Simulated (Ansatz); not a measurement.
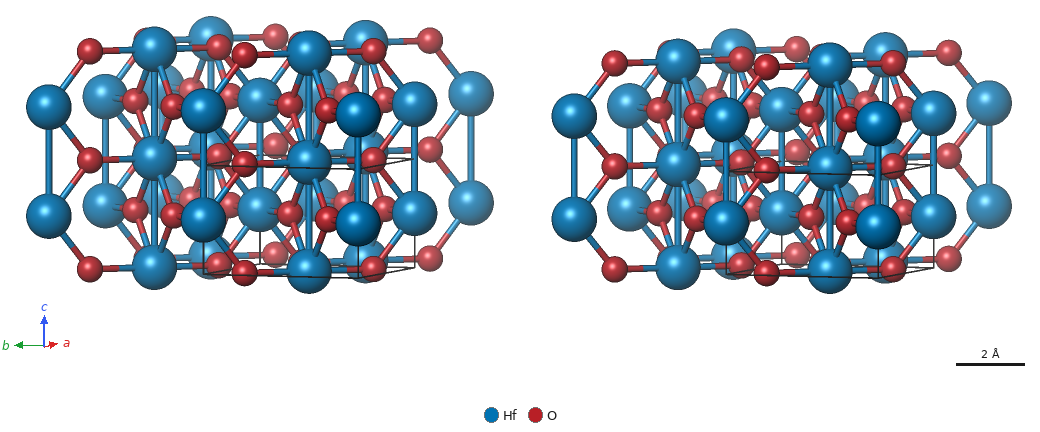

Two geometries of a crystal of HfO₂ (a generated structure, set up in P4_2/mnm) (coarse preliminary run), drawn at one scale. One is the start of a relaxation, the other its converged end. Style: ball-and-stick. Shown: the cell of the calculation, repeated 2 × 2 × 2 with one cell outlined, from a free direction.

The calculation used DFT PBE, scalar-relativistic, plane waves, PAW (Ansatz). Settings: plane-wave cutoff 420 eV; k-point mesh 4 × 4 × 6; occupations gaussian; smearing width 0.1 eV; no spin polarisation; cell and atoms relaxed; force threshold 0.05 eV/Å; at most 60 steps.

**Which one is relaxed?**

The left one is the relaxed one. Case: Ti → Hf on all its sites, cell and atoms relaxed. The atoms keep their places relative to the cell (all moves are under 0.005 Å). Cell: a = b 4.795 → 4.880 Å (+1.8 %), c 3.060 → 3.238 Å (+5.8 %). Volume +9.6 %. Among the contacts that change: Hf–Hf 3.060 → 3.238 Å, Hf–O 2.022 → 2.104 Å, Hf–O 2.069 → 2.107 Å. Among the angles between lasting bonds that change: Hf–O–Hf 98.4° → 100.6°. The space group stays P4_2/mnm (No. 136). Over 4 accepted moves (6 points after the start) the energy falls by 103 meV per atom. Largest force component: 0.54 eV/Å at the start, 0.0024 eV/Å at the end. Pressure: 26.21 GPa at the start and 0.02 GPa at the end. The SCF was repeated twice at an unchanged geometry on a basis and grid sized afresh for the cell, which shifted the energy by 8.3 meV per atom at most. Cost: 22 s on 2 threads of Arm Neoverse V1, on a shared host, peak memory 0.41 GiB.
